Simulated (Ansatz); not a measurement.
Run report: Mo, single-point calculation

System: Mo (8 atoms in the cell).
Method: DFT, PBE, plane waves, PAW (Ansatz 0.2.0).

The structure derives from a Materials Project entry.

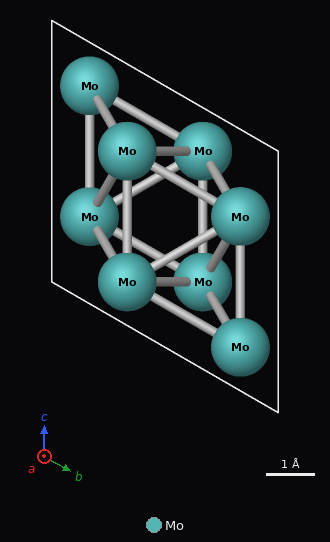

Figure 1. The structure as given in the input (ball-and-stick view of the cell of the calculation, along the a axis).

Input file
```yaml
crystal:
  lattice:
    - [0.0, 0.0, -4.9082700622]
    - [5.5074768126, 0.0, 0.0]
    - [-2.7537384063, -4.7696148305, 0.0]
  atoms:
    - { symbol: Mo, position: [0.75, 0.8333333333, 0.1666666667] }
    - { symbol: Mo, position: [0.75, 0.3333333333, 0.1666666667] }
    - { symbol: Mo, position: [0.75, 0.8333333333, 0.6666666667] }
    - { symbol: Mo, position: [0.75, 0.3333333333, 0.6666666667] }
    - { symbol: Mo, position: [0.25, 0.1666666667, 0.3333333333] }
    - { symbol: Mo, position: [0.25, 0.6666666667, 0.3333333333] }
    - { symbol: Mo, position: [0.25, 0.1666666667, 0.8333333333] }
    - { symbol: Mo, position: [0.25, 0.6666666667, 0.8333333333] }
basis:
  ecutwfc: 30
kpoints:
  mp_grid: { grid: [8, 6, 6] }
hamiltonian:
  xc: pbe
scf:
  occupations: { method: gaussian, width: 0.1 }
  max_iter: 50
output:
  forces: true
  eigenvalues: true
  stress: true
```

Launch command:
```bash
ansatz run input.yaml --threads 1 --pin off --max-ram 2560MiB --backend cpu --events-out ev --progress --plain --runs-dir out
```

What the program printed
```
Error: inconsistent input (basis.ecutwfc, kpoints): the smallest per-k basis holds n_pw = 42 plane waves (k-point 17, counted from 0 among those solved) but the deck needs at least 57 band(s) per channel, and no run solves more bands than the smallest per-k basis has plane waves; raise basis.ecutwfc until the smallest per-k basis, which caps the automatic band count, holds at least 57 plane waves
```

What the run reported

```tsv
quantity	value
outcome	refused by the program
space group (tolerance 0.01 Å)	P6₃/mmc (194)
hardware	1 thread of Intel Xeon (Sapphire Rapids), 192 GiB of memory available, shared host
```

This input holds a deliberate fault: a cutoff far too low (`basis.ecutwfc`). The plane-wave basis is far from complete, so energies, forces and above all the stress are wrong. The program refused the input: “inconsistent input (basis.ecutwfc, kpoints): the smallest per-k basis holds n_pw = 42 plane waves (k-point 17, counted from 0 among those solved) but the deck needs at least 57 band(s) per channel, and no run solves more bands than the smallest per-k basis has plane waves …”
